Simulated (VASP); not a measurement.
# Coverage series on NbN(001)

How do binding energy and the level below the vacuum change as the layer fills? Model: NbN(001), 2 x 2, four layers.

Calculated with VASP 6.6.1; PBEsol; plane waves and PAW (Nb_sv, N), in the first sound run; inputs show where later runs differ.

## Step 1: Set-up

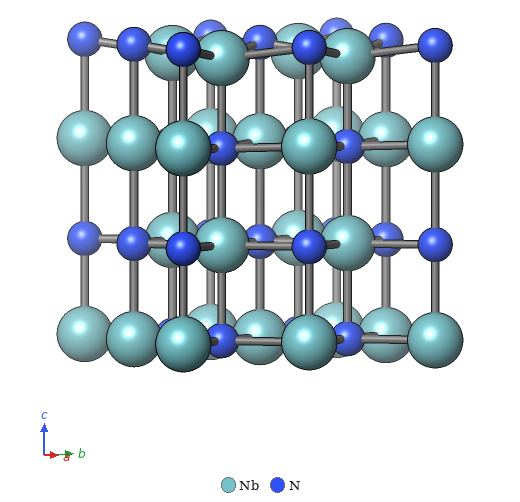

Start, viewed from the side, with the c axis up; niobium teal, nitrogen blue. Some periodic images of atoms are drawn too.

The cell holds 32 atoms: 16 Nb and 16 N. Cell: a = 6.208 Å, b = 6.208 Å, c = 22.585 Å, α = 90.0°, β = 90.0°, γ = 90.0°. It derives from NbN. Vacuum lies along c.

## Step 2: Potential of the state, PBEsol

State “clean”: a tighter run that also writes the potential.

Level: PBEsol; plane waves and PAW (Nb_sv, N).

The input, INCAR:

```
SYSTEM = NbN
PREC = Normal
ENCUT = 400
EDIFF = 1E-06
NELM = 120
ISMEAR = 1
SIGMA = 0.1
LREAL = Auto
ALGO = Fast
GGA = PS
NBANDS = 168
LASPH = .TRUE.
LORBIT = 11
LWAVE = .FALSE.
LCHARG = .TRUE.
KPAR = 4
NCORE = 2
IDIPOL = 3
LDIPOL = .TRUE.
DIPOL = 0.5 0.5 0.501
LVHAR = .TRUE.
LVACPOTAV = .TRUE.
NEDOS = 1500
```

The input, POSCAR:

```
NbN
1.0
    6.2083975390      0.0000000000      0.0000000000
    0.0000000000      6.2083975390      0.0000000000
    0.0000000000      0.0000000000     22.5850000000
Nb N
16 16
Selective dynamics
Direct
    0.0000000000      0.0000000000      0.3542174010  F F F
    0.0000000000      0.5000000000      0.3542174010  F F F
    0.5000000000      0.0000000000      0.3542174010  F F F
    0.5000000000      0.5000000000      0.3542174010  F F F
    0.2500000000      0.2500000000      0.4514058000  F F F
    0.2500000000      0.7500000000      0.4514058000  F F F
    0.7500000000      0.2500000000      0.4514058000  F F F
    0.7500000000      0.7500000000      0.4514058000  F F F
    0.0000000000      0.0000000000      0.5534065217  T T T
    0.0000000000      0.5000000000      0.5534065217  T T T
    0.5000000000      0.0000000000      0.5534065217  T T T
    0.5000000000      0.5000000000      0.5534065217  T T T
    0.2500000000      0.2500000000      0.6415179271  T T T
    0.2500000000      0.7500000000      0.6415179271  T T T
    0.7500000000      0.2500000000      0.6415179271  T T T
    0.7500000000      0.7500000000      0.6415179271  T T T
    0.2500000000      0.2500000000      0.3542174010  F F F
    0.2500000000      0.7500000000      0.3542174010  F F F
    0.7500000000      0.2500000000      0.3542174010  F F F
    0.7500000000      0.7500000000      0.3542174010  F F F
    0.0000000000      0.0000000000      0.4514058000  F F F
    0.0000000000      0.5000000000      0.4514058000  F F F
    0.5000000000      0.0000000000      0.4514058000  F F F
    0.5000000000      0.5000000000      0.4514058000  F F F
    0.2500000000      0.2500000000      0.5497104774  T T T
    0.2500000000      0.7500000000      0.5497104774  T T T
    0.7500000000      0.2500000000      0.5497104774  T T T
    0.7500000000      0.7500000000      0.5497104774  T T T
    0.0000000000      0.0000000000      0.6539838916  T T T
    0.0000000000      0.5000000000      0.6539838916  T T T
    0.5000000000      0.0000000000      0.6539838916  T T T
    0.5000000000      0.5000000000      0.6539838916  T T T
```

The input, KPOINTS:

```
Automatic mesh
0
Gamma
4 4 1
0 0 0
```

The projector-augmented-wave data sets are Nb_sv and N (PBE family, release 64).

Run with:

```console
mpirun -np 8 vasp_std
```

The log of the run:

```text
[banner, memory and clock lines left out]
running    8 mpi-ranks, on    1 nodes
[...]
|                                                                             |
|               ----> ADVICE to this user running VASP <----                  |
|                                                                             |
|     You enforced a specific xc type in the INCAR file but a different       |
|     [... a line on the potential file left out ...]
|     I HOPE YOU KNOW WHAT YOU ARE DOING!                                     |
|                                                                             |

 LDA part: xc-table for (Slater+PW92), standard interpolation
 POSCAR, INCAR and KPOINTS ok, starting setup
[...]
entering main loop
       N       E                     dE             d eps       ncg     rms          rms(c)
DAV:   1     0.299176614527E+04    0.29918E+04   -0.14315E+05  2448   0.134E+03
DAV:   2    -0.747691938729E+02   -0.30665E+04   -0.29990E+04  2632   0.539E+02
[...]
RMM:  61    -0.343003749945E+03   -0.11111E-05   -0.10762E-05  1032   0.120E-03    0.230E-03
 num prob RMM:  62    -0.343003750800E+03   -0.85456E-06   -0.86742E-06   840   0.111E-03
|                                                                             |
|           W    W    AA    RRRRR   N    N  II  N    N   GGGG   !!!           |
|           W    W   A  A   R    R  NN   N  II  NN   N  G    G  !!!           |
|           W    W  A    A  R    R  N N  N  II  N N  N  G       !!!           |
|           W WW W  AAAAAA  RRRRR   N  N N  II  N  N N  G  GGG   !            |
|           WW  WW  A    A  R   R   N   NN  II  N   NN  G    G                |
|           W    W  A    A  R    R  N    N  II  N    N   GGGG   !!!           |
|                                                                             |
|     Did not find any points to average over, which means that no vacuum     |
|     field-free region was found. Please increase the size of  your cell     |
|     in the dimension of the dipole correction to obtain accurate            |
|     workfunction values.                                                    |
|                                                                             |

   1 F= -.34300375E+03 E0= -.34299884E+03  d E =-.147320E-01
```

The job ended after 5 min (8 MPI ranks of AMD EPYC 7R43, shared host; peak memory 2.7 GiB).

Lines that name or quote the potential files are left out of all logs, and their timing lines are given in words.

OUTCAR, selected parts (step 2):

```text
  Total      -46.6416667    -46.6416667    -18.6971295      0.0000000      0.0000000      0.0000000
  in kB      -85.8431237    -85.8431237    -34.4117205      0.0000000      0.0000000      0.0000000
  external PRESSURE =     -68.6993227 kB  Pullay stress =       0.0000000 kB

 POSITION                                       TOTAL-FORCE (eV/Angst)
 -----------------------------------------------------------------------------------
      0.00000      0.00000      8.00000        -0.000000      0.000000      2.336654
      0.00000      3.10420      8.00000         0.000000     -0.000000      2.336654
      3.10420      0.00000      8.00000        -0.000000      0.000000      2.336654
      3.10420      3.10420      8.00000         0.000000      0.000000      2.336654
      1.55210      1.55210     10.19500        -0.000000     -0.000000     -1.039561
      1.55210      4.65630     10.19500        -0.000000     -0.000000     -1.039561
      4.65630      1.55210     10.19500        -0.000000      0.000000     -1.039561
      4.65630      4.65630     10.19500        -0.000000     -0.000000     -1.039561
      0.00000      0.00000     12.49869         0.000000     -0.000000      0.014099
      0.00000      3.10420     12.49869         0.000000      0.000000      0.014099
      3.10420      0.00000     12.49869         0.000000      0.000000      0.014099
      3.10420      3.10420     12.49869         0.000000      0.000000      0.014099
      1.55210      1.55210     14.48868         0.000000     -0.000000     -0.003446
      1.55210      4.65630     14.48868         0.000000      0.000000     -0.003446
[...]
-----------------------------------------------------------------------------------
    total drift:                                0.000000      0.000000      0.069622

  FREE ENERGIE OF THE ION-ELECTRON SYSTEM (eV)
  ---------------------------------------------------
  free  energy   TOTEN  =      -343.0037507996 eV

  energy  without entropy=     -342.9890187845  energy(sigma->0) =     -342.99884013

[... 3 further parts left out ...]
[key lines of the parts left out:]
E-fermi :   3.3846
```

Numbers from this step:

* energy(sigma→0) of the program: -342.9988 eV
* work function, upper and lower side: 3.17, 3.47 eV

VASP warns that it found no field-free region by its own threshold; the planar potential, read 60 % of the way from the top atom to the cell's edge, stands at 3.19 eV above the Fermi level.

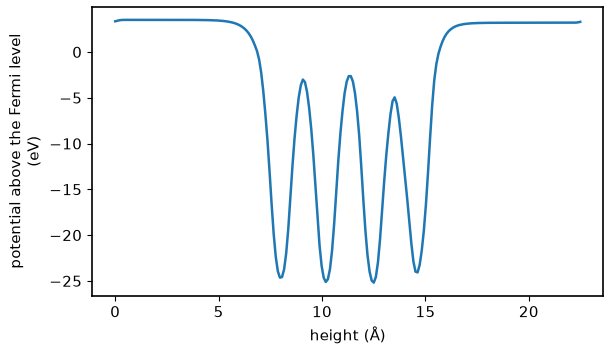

Planar average of the electrostatic potential. The step near the cell's edge is that of the dipole correction.

[end of part 1 of 3]

[Lines on the potential files, build, host, timing and source positions are cut from VASP's logs without a mark.]

[Logs are printed without paths, hosts, clocks, repeated set-up lines and the standing remarks that a program may print on its own settings, such as how far it seeks lower states.]

[Hosts, paths, dates, database ids (printed as entryN), source tags and the programs' standing remarks are cut or masked in the printed files.]
